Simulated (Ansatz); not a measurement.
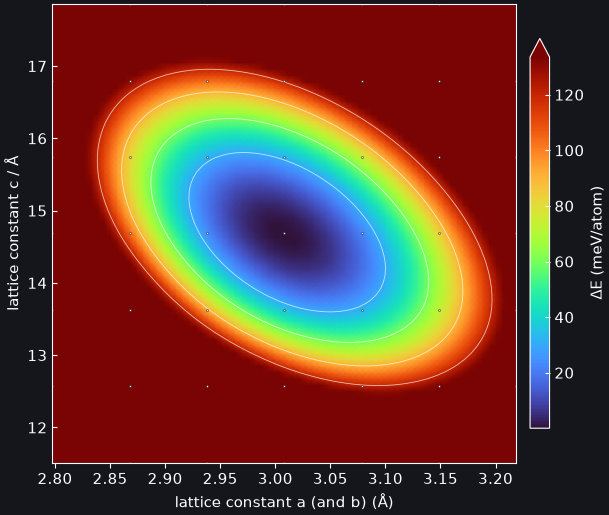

TiO₂ (R-3m, No. 166; 3 atoms in the cell). 
- The energy is mapped over the lattice constants a and c of the conventional cell.
- First axis: lattice constant a (and b). Second axis: lattice constant c.
- Nothing is relaxed (fractional coordinates fixed).
- Grid: 7 × 7 points.
- Points are written as (first, second).
- Energies: meV/atom, counted from the lowest grid point.
- Method: Ansatz 0.2.0, DFT PBE+U+D3(BJ), scalar-relativistic, plane waves, PAW. Settings: cutoff 520 eV, k-mesh 9×9×9, gaussian smearing 0.05 eV, U_eff Ti 4 eV, no spin polarisation.

The picture shows a smooth colour map with a few white contour lines, dots at the grid points, one colour for all values above the top of the scale. Between grid points the surface is interpolated.

> Where is the minimum, and how stiff is the well along each coordinate?

The interpolated minimum is at lattice constant a (and b) ≈ 3.008 Å, lattice constant c ≈ 14.69 Å. The curvatures there are about 28 eV/Å² and 0.18 eV/Å², with a cross term of about 1 eV/Å² (per cell of 3 atoms). Round the minimum the valley is somewhat tilted: raising lattice constant a (and b) shifts the best value of lattice constant c downwards (coupling k₁₂/√(k₁₁k₂₂) about 0.4).

PAW datasets: the set soft_1.
